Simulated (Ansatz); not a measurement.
# Run report: P, geometry relaxation (part 3 of 3)

P (slab, 18 atoms in the cell); DFT r2SCAN, scalar-relativistic, plane waves, PAW, no spin polarisation (Ansatz 0.2.0); cutoff 500 eV, 11×5×1 k-mesh, Gaussian smearing of 0.05 eV. The structure derives from an entry of the Crystallography Open Database. It belongs to a series of runs on one base structure; here: (0 2 1) slab, atoms relaxed.

Geometry of the input (Å; fractional positions):
```
3.2996  0.0000  0.0000
-1.6498  7.1491  0.0000
0.0000  0.0000  29.7624
P  0.6761  0.3523  0.2520
P  0.5269  0.0537  0.2762
P  0.2417  0.4835  0.2901
P  0.1643  0.3285  0.3560
P  0.8791  0.7583  0.3700
P  0.7299  0.4597  0.3941
P  0.4447  0.8895  0.4081
P  0.3673  0.7345  0.4740
P  0.0821  0.1643  0.4879
P  0.9329  0.8657  0.5121
P  0.6477  0.2955  0.5260
P  0.5703  0.1405  0.5919
P  0.2851  0.5703  0.6059
P  0.1359  0.2717  0.6300
P  0.8507  0.7015  0.6440
P  0.7733  0.5465  0.7099
P  0.4881  0.9763  0.7238
P  0.3389  0.6777  0.7480
```

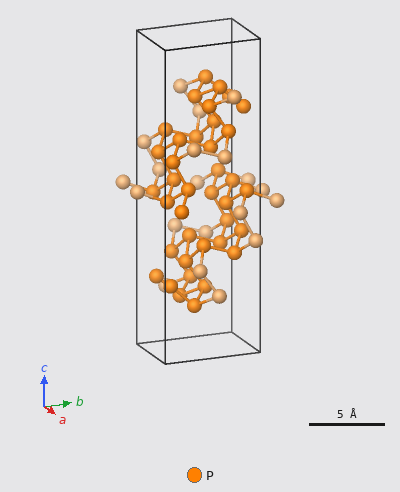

The geometry at step 9 of the log (ball-and-stick view of the 2 × 1 repeat of the cell, with the vacuum cut short, seen slightly off an axis; neighbours outside the cell are drawn fainter).

Trajectory as extended XYZ, continued
```
18
Lattice="3.2996 0.0000 0.0000 -1.6498 7.1491 0.0000 0.0000 0.0000 29.7624" Properties=species:S:1:pos:R:3:forces:R:3 step=2 energy=-13660.95883
P     1.6499    2.4496    7.6775    0.0000  -0.8565   0.1696
P     1.6499    0.3669    8.3474   -0.0002   0.7933  -0.0977
P     0.0001    3.5079    8.7136    0.0000  -0.0634  -0.0934
P     0.0000    2.3010   10.6116   -0.0001   0.1918  -0.1938
P     1.6498    5.4127   10.9902   -0.0007   0.0605  -0.0582
P     1.6498    3.2716   11.7171    0.0006  -0.1297   0.3105
P     0.0000    6.3485   12.1278    0.0006   0.0072   0.0200
P     0.0000    5.2546   14.1003   -0.0003  -0.0297   0.0208
P     0.0000    1.1764   14.5248   -0.0002   0.0107   0.0322
P     1.6498    6.1872   15.2376    0.0002  -0.0106  -0.0322
P     1.6498    2.1090   15.6622    0.0003   0.0297  -0.0208
P     1.6498    1.0151   17.6346   -0.0006  -0.0072  -0.0200
P     0.0000    4.0919   18.0453   -0.0006   0.1297  -0.3105
P     0.0000    1.9508   18.7722    0.0007  -0.0605   0.0582
P     1.6498    5.0626   19.1509    0.0001  -0.1918   0.1938
P     1.6497    3.8557   21.0489    0.0000   0.0634   0.0934
P    -0.0001    6.9967   21.4150    0.0002  -0.7933   0.0977
P    -0.0001    4.9140   22.0849    0.0000   0.8565  -0.1697
18
Lattice="3.2996 0.0000 0.0000 -1.6498 7.1491 0.0000 0.0000 0.0000 29.7624" Properties=species:S:1:pos:R:3:forces:R:3 step=3 energy=-13661.04000
P     1.6500    2.3532    7.7691    0.0003   0.6066  -0.4046
P     1.6499    0.4294    8.4620    0.0001  -0.7611   0.4520
P     0.0002    3.4920    8.7358   -0.0003   0.1990  -0.0640
P     0.0003    2.3024   10.6385    0.0002   0.1400   0.0253
P     1.6498    5.4040   11.0143    0.0012  -0.1071  -0.0020
P     1.6501    3.2581   11.7827   -0.0010  -0.1109  -0.0413
P     0.0001    6.3402   12.1493   -0.0006   0.0372   0.0216
P     0.0000    5.2445   14.1141    0.0004  -0.0019  -0.0152
P     0.0000    1.1796   14.5220    0.0003  -0.0792  -0.0559
P     1.6498    6.1840   15.2404   -0.0003   0.0792   0.0559
P     1.6498    2.1191   15.6483   -0.0004   0.0019   0.0152
P     1.6497    1.0234   17.6131    0.0006  -0.0372  -0.0215
P    -0.0003    4.1054   17.9797    0.0010   0.1109   0.0413
P     0.0000    1.9595   18.7482   -0.0012   0.1071   0.0020
P     1.6495    5.0612   19.1240   -0.0002  -0.1400  -0.0253
P     1.6496    3.8716   21.0267    0.0003  -0.1991   0.0640
P    -0.0001    6.9342   21.3005   -0.0001   0.7611  -0.4520
P    -0.0002    5.0104   21.9933   -0.0003  -0.6065   0.4046
18
Lattice="3.2996 0.0000 0.0000 -1.6498 7.1491 0.0000 0.0000 0.0000 29.7624" Properties=species:S:1:pos:R:3:forces:R:3 step=4 energy=-13661.19021
P     1.6499    2.3862    7.7480   -0.0001   0.2333  -0.2904
P     1.6498    0.4845    8.6074    0.0001  -0.1328   0.3882
P     0.0001    3.5462    8.7018   -0.0001  -0.0004  -0.0668
P     0.0001    2.3192   10.5868    0.0000   0.0543  -0.2278
P     1.6498    5.3853   11.0150    0.0006  -0.0467   0.0335
P     1.6499    3.2349   11.7515   -0.0002  -0.0764   0.1738
P     0.0000    6.3321   12.1486   -0.0006   0.0018   0.0009
P     0.0000    5.2494   14.1204    0.0002  -0.0451   0.0259
P     0.0000    1.1735   14.5121    0.0000  -0.0487   0.0255
P     1.6498    6.1901   15.2503    0.0000   0.0487  -0.0255
P     1.6498    2.1142   15.6421   -0.0002   0.0451  -0.0259
P     1.6498    1.0315   17.6138    0.0006  -0.0018  -0.0009
P    -0.0001    4.1287   18.0110    0.0002   0.0764  -0.1738
P     0.0000    1.9783   18.7474   -0.0006   0.0468  -0.0335
P     1.6497    5.0444   19.1757    0.0000  -0.0543   0.2278
P     1.6497    3.8173   21.0607    0.0002   0.0004   0.0668
P     0.0000    6.8791   21.1551   -0.0001   0.1327  -0.3882
P    -0.0001    4.9774   22.0144    0.0001  -0.2332   0.2904
18
Lattice="3.2996 0.0000 0.0000 -1.6498 7.1491 0.0000 0.0000 0.0000 29.7624" Properties=species:S:1:pos:R:3:forces:R:3 step=5 energy=-13661.31929
P     1.6498    2.4361    7.7567   -0.0001   0.1898  -0.4293
P     1.6498    0.5790    8.7296    0.0001  -0.0456   0.4813
P     0.0000    3.6069    8.6903   -0.0001   0.0003   0.0168
P    -0.0001    2.3410   10.5520    0.0000   0.0370  -0.3077
P     1.6498    5.3761   11.0219    0.0004  -0.0761   0.0449
P     1.6497    3.2257   11.7498   -0.0001  -0.1024   0.1840
P     0.0000    6.3230   12.1553   -0.0002   0.0196   0.0177
P     0.0000    5.2410   14.1279    0.0001  -0.0022   0.0063
P     0.0000    1.1733   14.5115    0.0001  -0.0444  -0.0177
P     1.6498    6.1903   15.2510   -0.0001   0.0444   0.0177
P     1.6498    2.1226   15.6345   -0.0001   0.0022  -0.0063
P     1.6498    1.0406   17.6071    0.0002  -0.0196  -0.0177
P     0.0001    4.1379   18.0126    0.0001   0.1024  -0.1840
P     0.0000    1.9875   18.7405   -0.0004   0.0761  -0.0449
P     1.6499    5.0226   19.2104    0.0000  -0.0370   0.3077
P     1.6498    3.7567   21.0721    0.0001  -0.0004  -0.0168
P     0.0000    6.7846   21.0328   -0.0001   0.0457  -0.4814
P     0.0000    4.9275   22.0057    0.0001  -0.1898   0.4293
18
Lattice="3.2996 0.0000 0.0000 -1.6498 7.1491 0.0000 0.0000 0.0000 29.7624" Properties=species:S:1:pos:R:3:forces:R:3 step=6 energy=-13661.50971
P     1.6497    2.4986    7.7454    0.0000   0.1639  -0.5430
P     1.6497    0.7037    8.8510    0.0000  -0.0655   0.5690
P    -0.0001    3.6749    8.6707   -0.0001   0.0271   0.0952
P    -0.0001    2.3620   10.5019    0.0001   0.0416  -0.4212
P     1.6498    5.3643   11.0303   -0.0002  -0.0803   0.0722
P     1.6497    3.2101   11.7373    0.0001  -0.0852   0.2295
P     0.0000    6.3163   12.1628    0.0001   0.0239   0.0176
P     0.0000    5.2417   14.1386    0.0000  -0.0238  -0.0097
P     0.0000    1.1699   14.5033    0.0000  -0.0534  -0.0047
P     1.6498    6.1937   15.2591    0.0000   0.0534   0.0047
P     1.6498    2.1219   15.6239    0.0000   0.0238   0.0097
P     1.6498    1.0472   17.5996   -0.0001  -0.0239  -0.0176
P     0.0001    4.1535   18.0251   -0.0001   0.0852  -0.2295
P     0.0000    1.9993   18.7322    0.0002   0.0803  -0.0722
P     1.6499    5.0016   19.2605    0.0000  -0.0416   0.4212
P     1.6499    3.6887   21.0917    0.0001  -0.0271  -0.0952
P     0.0001    6.6599   20.9114    0.0000   0.0655  -0.5690
P     0.0001    4.8650   22.0171    0.0000  -0.1639   0.5430
18
Lattice="3.2996 0.0000 0.0000 -1.6498 7.1491 0.0000 0.0000 0.0000 29.7624" Properties=species:S:1:pos:R:3:forces:R:3 step=7 energy=-13661.68199
P     1.6497    2.5442    7.7199    0.0000   0.0998  -0.4849
P     1.6498    0.8071    8.9485    0.0001  -0.1139   0.4759
P    -0.0001    3.7323    8.6432   -0.0001   0.0531   0.1054
P    -0.0001    2.3882   10.4489    0.0000   0.0530  -0.3858
P     1.6498    5.3550   11.0435   -0.0001  -0.0826   0.0850
P     1.6497    3.1977   11.7271    0.0001  -0.0306   0.2052
P     0.0000    6.3127   12.1732    0.0001   0.0417   0.0171
P     0.0000    5.2394   14.1474    0.0000  -0.0123  -0.0252
P     0.0000    1.1674   14.4979    0.0000  -0.0438  -0.0218
P     1.6498    6.1962   15.2645    0.0000   0.0438   0.0218
P     1.6498    2.1242   15.6150    0.0000   0.0123   0.0252
P     1.6498    1.0508   17.5893   -0.0001  -0.0417  -0.0171
P     0.0001    4.1659   18.0354   -0.0001   0.0306  -0.2051
P     0.0000    2.0086   18.7190    0.0001   0.0826  -0.0850
P     1.6499    4.9754   19.3136    0.0000  -0.0530   0.3858
P     1.6499    3.6313   21.1192    0.0000  -0.0531  -0.1054
P     0.0000    6.5564   20.8140   -0.0001   0.1139  -0.4759
P     0.0001    4.8194   22.0426    0.0000  -0.0999   0.4849
18
Lattice="3.2996 0.0000 0.0000 -1.6498 7.1491 0.0000 0.0000 0.0000 29.7624" Properties=species:S:1:pos:R:3:forces:R:3 step=8 energy=-13661.80270
P     1.6498    2.5414    7.6506    0.0000  -0.1048   0.2235
P     1.6499    0.9006    9.1225    0.0001  -0.0237  -0.2200
P     0.0000    3.7774    8.5809    0.0000  -0.0196  -0.1606
P     0.0000    2.4137   10.3469    0.0000   0.1233   0.0831
P     1.6498    5.3306   11.0914    0.0002  -0.0821   0.0002
P     1.6498    3.1640   11.7220   -0.0001   0.1223   0.0296
P     0.0000    6.3182   12.2000   -0.0001   0.0002   0.0041
P     0.0000    5.2410   14.1633    0.0001   0.0095   0.0053
P     0.0000    1.1600   14.4832    0.0001  -0.0146  -0.0384
P     1.6498    6.2036   15.2793   -0.0001   0.0146   0.0384
P     1.6498    2.1226   15.5991   -0.0001  -0.0095  -0.0052
P     1.6498    1.0454   17.5624    0.0001  -0.0001  -0.0041
P     0.0000    4.1996   18.0404    0.0001  -0.1223  -0.0298
P     0.0000    2.0330   18.6710   -0.0002   0.0821  -0.0002
P     1.6498    4.9499   19.4156    0.0000  -0.1236  -0.0830
P     1.6498    3.5861   21.1816    0.0000   0.0198   0.1605
P    -0.0001    6.4630   20.6400   -0.0001   0.0236   0.2201
P     0.0000    4.8222   22.1118    0.0000   0.1048  -0.2232
18
Lattice="3.2996 0.0000 0.0000 -1.6498 7.1491 0.0000 0.0000 0.0000 29.7624" Properties=species:S:1:pos:R:3:forces:R:3 step=9 energy=-13661.82190
P     1.6498    2.5365    7.6456    0.0000  -0.0215  -0.0233
P     1.6499    0.8857    9.0723    0.0000   0.0348   0.0203
P     0.0000    3.7837    8.5468    0.0000  -0.0373  -0.0320
P     0.0000    2.4390   10.3360   -0.0001   0.0851   0.1063
P     1.6499    5.3467   11.0817    0.0000   0.0034   0.0167
P     1.6498    3.1920   11.7104    0.0000  -0.0672  -0.0837
P     0.0000    6.3267   12.1987    0.0000   0.0148   0.0055
P     0.0000    5.2506   14.1666    0.0000  -0.0543  -0.0151
P     0.0000    1.1558   14.4755    0.0000  -0.0115   0.0363
P     1.6498    6.2078   15.2870    0.0000   0.0115  -0.0363
P     1.6498    2.1130   15.5958    0.0000   0.0543   0.0151
P     1.6498    1.0369   17.5637    0.0000  -0.0148  -0.0055
P     0.0000    4.1716   18.0520    0.0000   0.0672   0.0839
P     0.0000    2.0169   18.6808    0.0000  -0.0035  -0.0167
P     1.6498    4.9246   19.4265    0.0001  -0.0850  -0.1063
P     1.6498    3.5799   21.2157    0.0000   0.0371   0.0320
P    -0.0001    6.4779   20.6902    0.0000  -0.0347  -0.0203
P     0.0000    4.8271   22.1169    0.0000   0.0215   0.0231
18
Lattice="3.2996 0.0000 0.0000 -1.6498 7.1491 0.0000 0.0000 0.0000 29.7624" Properties=species:S:1:pos:R:3:forces:R:3 step=10 energy=-13661.82529
P     1.6498    2.5284    7.6331    0.0000  -0.0262  -0.0158
P     1.6499    0.8853    9.0639    0.0000  -0.0014   0.0342
P     0.0000    3.7764    8.5290    0.0000   0.0069  -0.0068
P    -0.0001    2.4473   10.3335    0.0000   0.0169  -0.0079
P     1.6498    5.3462   11.0774   -0.0001   0.0446  -0.0151
P     1.6498    3.1913   11.6975    0.0001  -0.0280  -0.0023
P     0.0000    6.3256   12.1946    0.0001  -0.0185   0.0074
P     0.0000    5.2393   14.1574    0.0000   0.0549  -0.0070
P     0.0000    1.1605   14.4866    0.0000   0.0247  -0.0256
P     1.6498    6.2031   15.2758    0.0000  -0.0247   0.0256
P     1.6498    2.1243   15.6051    0.0000  -0.0549   0.0070
P     1.6498    1.0379   17.5678   -0.0001   0.0185  -0.0074
P     0.0000    4.1723   18.0650   -0.0001   0.0280   0.0022
P     0.0000    2.0173   18.6851    0.0001  -0.0445   0.0151
P     1.6499    4.9163   19.4290    0.0000  -0.0171   0.0078
P     1.6498    3.5872   21.2334    0.0000  -0.0066   0.0067
P    -0.0001    6.4783   20.6985    0.0000   0.0012  -0.0341
P     0.0000    4.8352   22.1293    0.0000   0.0262   0.0160
18
Lattice="3.2996 0.0000 0.0000 -1.6498 7.1491 0.0000 0.0000 0.0000 29.7624" Properties=species:S:1:pos:R:3:forces:R:3 step=11 energy=-13661.82469 accepted=F
P     1.6498    2.5082    7.6545    0.0000  -0.0067  -0.0916
P     1.6499    0.8917    9.1117    0.0000  -0.0445   0.0239
P     0.0000    3.7742    8.5228    0.0000   0.0257   0.0374
P     0.0000    2.4650   10.3405    0.0000   0.0178   0.0763
P     1.6498    5.3621   11.1032   -0.0001   0.0428  -0.0163
P     1.6498    3.2066   11.7109    0.0001  -0.0339  -0.0361
P     0.0000    6.3353   12.2263    0.0001  -0.0228  -0.0088
P     0.0000    5.2413   14.1843    0.0000   0.0146  -0.0376
P     0.0000    1.1542   14.4648    0.0000  -0.0240   0.0203
P     1.6498    6.2094   15.2977    0.0000   0.0240  -0.0203
P     1.6498    2.1223   15.5782    0.0000  -0.0146   0.0375
P     1.6498    1.0283   17.5362   -0.0001   0.0229   0.0088
P     0.0000    4.1570   18.0516   -0.0001   0.0339   0.0360
P     0.0000    2.0015   18.6593    0.0001  -0.0428   0.0163
P     1.6498    4.8986   19.4219    0.0000  -0.0179  -0.0763
P     1.6498    3.5894   21.2396    0.0000  -0.0255  -0.0373
P    -0.0001    6.4719   20.6508    0.0000   0.0443  -0.0238
P     0.0000    4.8554   22.1079    0.0000   0.0067   0.0916
18
Lattice="3.2996 0.0000 0.0000 -1.6498 7.1491 0.0000 0.0000 0.0000 29.7624" Properties=species:S:1:pos:R:3:forces:R:3 step=12 energy=-13661.82800
P     1.6498    2.5059    7.6277    0.0000  -0.0170   0.0087
P     1.6499    0.8833    9.0842    0.0000  -0.0036  -0.0032
P     0.0000    3.7674    8.5088    0.0000   0.0012  -0.0023
P    -0.0001    2.4590   10.3285    0.0000  -0.0111  -0.0276
P     1.6498    5.3603   11.0735    0.0000   0.0082   0.0082
P     1.6498    3.2014   11.6876    0.0000   0.0166   0.0196
P     0.0000    6.3334   12.1957    0.0000   0.0126   0.0055
P     0.0000    5.2480   14.1578    0.0000  -0.0108   0.0026
P     0.0000    1.1581   14.4809    0.0000   0.0123   0.0330
P     1.6498    6.2055   15.2816    0.0000  -0.0123  -0.0330
P     1.6498    2.1156   15.6046    0.0000   0.0108  -0.0026
P     1.6498    1.0302   17.5668    0.0000  -0.0126  -0.0055
P     0.0000    4.1622   18.0748    0.0000  -0.0167  -0.0196
P     0.0000    2.0033   18.6889    0.0000  -0.0083  -0.0082
P     1.6499    4.9045   19.4339    0.0000   0.0112   0.0277
P     1.6498    3.5962   21.2536    0.0000  -0.0014   0.0024
P    -0.0001    6.4802   20.6783    0.0000   0.0037   0.0032
P     0.0000    4.8577   22.1348    0.0000   0.0170  -0.0089
18
Lattice="3.2996 0.0000 0.0000 -1.6498 7.1491 0.0000 0.0000 0.0000 29.7624" Properties=species:S:1:pos:R:3:forces:R:3 step=13 energy=-13661.82850
P     1.6498    2.4851    7.6271    0.0000   0.0011  -0.0030
P     1.6500    0.8731    9.0956    0.0000   0.0219  -0.0075
P     0.0000    3.7570    8.4962    0.0000  -0.0221   0.0016
P     0.0000    2.4603   10.3232    0.0000   0.0123   0.0120
P     1.6498    5.3707   11.0751    0.0000  -0.0092  -0.0209
P     1.6498    3.2087   11.6820    0.0000   0.0030   0.0045
P     0.0000    6.3418   12.1985    0.0000  -0.0110   0.0030
P     0.0000    5.2469   14.1545    0.0000   0.0086  -0.0040
P     0.0000    1.1599   14.4849    0.0000   0.0102  -0.0056
P     1.6498    6.2037   15.2775    0.0000  -0.0102   0.0056
P     1.6498    2.1166   15.6079    0.0000  -0.0086   0.0040
P     1.6498    1.0217   17.5639    0.0000   0.0110  -0.0030
P     0.0000    4.1549   18.0805    0.0000  -0.0030  -0.0045
P     0.0000    1.9929   18.6874    0.0000   0.0092   0.0209
P     1.6498    4.9033   19.4393    0.0000  -0.0123  -0.0121
P     1.6498    3.6065   21.2662    0.0000   0.0222  -0.0017
P    -0.0002    6.4905   20.6668    0.0000  -0.0220   0.0075
P     0.0000    4.8785   22.1354    0.0000  -0.0010   0.0031
18
Lattice="3.2996 0.0000 0.0000 -1.6498 7.1491 0.0000 0.0000 0.0000 29.7624" Properties=species:S:1:pos:R:3:forces:R:3 step=14 energy=-13661.82864
P     1.6498    2.4823    7.6319    0.0000   0.0035  -0.0053
P     1.6499    0.8724    9.1010    0.0000   0.0011   0.0004
P     0.0000    3.7520    8.5026    0.0000  -0.0002  -0.0115
P     0.0000    2.4577   10.3306    0.0000   0.0011   0.0053
P     1.6498    5.3654   11.0642    0.0000   0.0245   0.0070
P     1.6498    3.2111   11.6866    0.0000  -0.0192   0.0095
P     0.0000    6.3420   12.1863    0.0000  -0.0113   0.0051
P     0.0000    5.2504   14.1458    0.0000  -0.0118  -0.0113
P     0.0000    1.1624   14.4902    0.0000  -0.0109   0.0049
P     1.6498    6.2012   15.2723    0.0000   0.0110  -0.0049
P     1.6498    2.1132   15.6166    0.0000   0.0118   0.0113
P     1.6498    1.0216   17.5761    0.0000   0.0112  -0.0051
P     0.0000    4.1525   18.0758    0.0000   0.0191  -0.0093
P     0.0000    1.9982   18.6983    0.0000  -0.0245  -0.0070
P     1.6499    4.9059   19.4318    0.0000  -0.0009  -0.0053
P     1.6498    3.6116   21.2598    0.0000   0.0000   0.0116
P    -0.0001    6.4911   20.6615    0.0000  -0.0009  -0.0004
P     0.0000    4.8813   22.1306    0.0000  -0.0035   0.0051
18
Lattice="3.2996 0.0000 0.0000 -1.6498 7.1491 0.0000 0.0000 0.0000 29.7624" Properties=species:S:1:pos:R:3:forces:R:3 step=15 energy=-13661.82885
P     1.6498    2.4852    7.6275    0.0000  -0.0013  -0.0010
P     1.6500    0.8755    9.0971    0.0000  -0.0010  -0.0032
P     0.0000    3.7548    8.4981    0.0000   0.0020  -0.0020
P     0.0000    2.4603   10.3268    0.0000   0.0004   0.0022
P     1.6498    5.3686   11.0677    0.0000   0.0004  -0.0011
P     1.6498    3.2102   11.6844    0.0000   0.0027   0.0017
P     0.0001    6.3416   12.1912    0.0000  -0.0006  -0.0035
P     0.0000    5.2483   14.1476    0.0000   0.0005   0.0038
P     0.0000    1.1619   14.4893    0.0000   0.0019  -0.0013
P     1.6498    6.2017   15.2732    0.0000  -0.0019   0.0012
P     1.6498    2.1153   15.6149    0.0000  -0.0006  -0.0037
P     1.6498    1.0219   17.5712    0.0000   0.0007   0.0035
P     0.0000    4.1533   18.0781    0.0000  -0.0027  -0.0018
P     0.0000    1.9949   18.6947    0.0000  -0.0003   0.0013
P     1.6498    4.9033   19.4356    0.0000  -0.0006  -0.0022
P     1.6498    3.6088   21.2643    0.0000  -0.0019   0.0019
P    -0.0002    6.4882   20.6653    0.0000   0.0008   0.0032
P     0.0000    4.8783   22.1349    0.0000   0.0014   0.0011
```

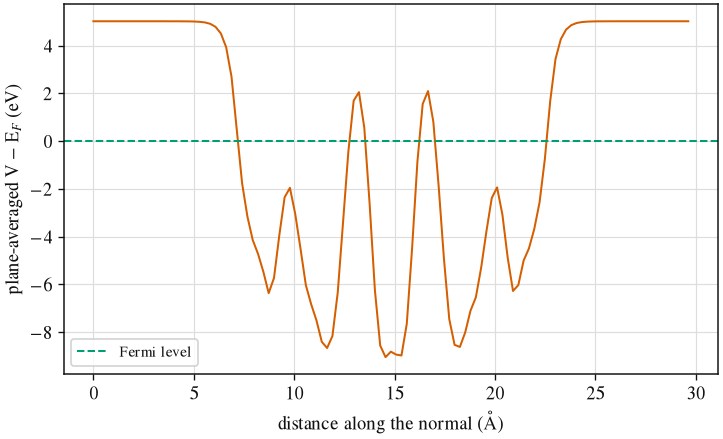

Plane average of the electrostatic potential energy of an electron across the cell, from the Fermi level. The vacuum level lies 5.01 eV above the Fermi level.

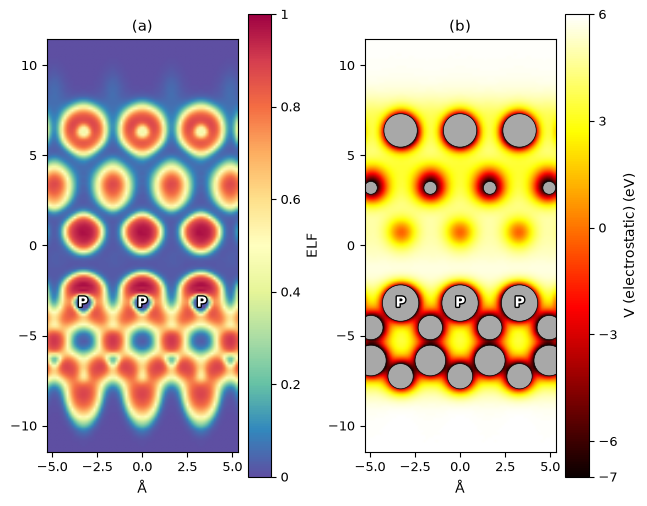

(a) ELF; (b) electrostatic potential energy of an electron on the (010) plane of the calculation cell, a cut from vacuum to vacuum. Grey discs, where drawn, cover atomic cores. Core electrons are frozen (PAW), so the fields are smoothed inside the atomic spheres.
